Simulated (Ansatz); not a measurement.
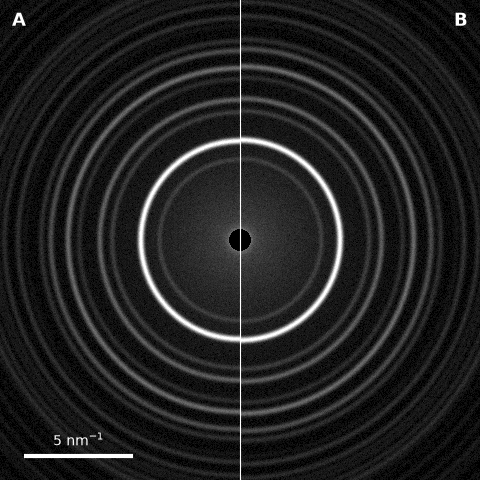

Simulated electron diffraction rings at 200 kV (λ = 0.0251 Å), scale in nm⁻¹ (radius = 1/d), for a fine-grained powder without texture. Kinematic intensities with B = 0.8 Å² for all atoms, without multiple scattering; brightness goes as intensity to the power 0.5, clipped at the top, with counting noise. Reflections closer than the ring width show as one ring. The left and right halves show two different samples, each scaled to its strongest ring.

Both are Ir in P6/mmm, with cells of different size. Origins: A, the end point of a relaxation with Ansatz 0.2.0, DFT, revPBE, plane waves (420 eV) with PAW, scalar-relativistic; the starting structure was generated, so it need not be a known form of this composition; B, the input geometry of an electronic-structure calculation (not necessarily at equilibrium); the starting structure was generated, so it need not be a known form of this composition.

Which half has the larger cell, and by how much?

Half A: the volume of B is 3.1 % smaller than that of A, and a larger cell draws the rings inwards on average.
A: a = 4.392 Å, b = 4.392 Å, c = 2.713 Å, α = 90.00°, β = 90.00°, γ = 120.00°; 001 at 3.69 nm⁻¹ (d = 2.71 Å), 101 + 110 at 4.54 nm⁻¹ (d = 2.21 + 2.20 Å), 111 at 5.86 nm⁻¹ (d = 1.707 Å), 201 at 6.42 nm⁻¹ (d = 1.557 Å).
B: a = 4.348 Å, b = 4.348 Å, c = 2.684 Å, α = 90.00°, β = 90.00°, γ = 120.00°; 001 at 3.73 nm⁻¹ (d = 2.68 Å), 101 + 110 at 4.59 nm⁻¹ (d = 2.19 + 2.17 Å), 111 at 5.92 nm⁻¹ (d = 1.689 Å), 201 at 6.49 nm⁻¹ (d = 1.541 Å).
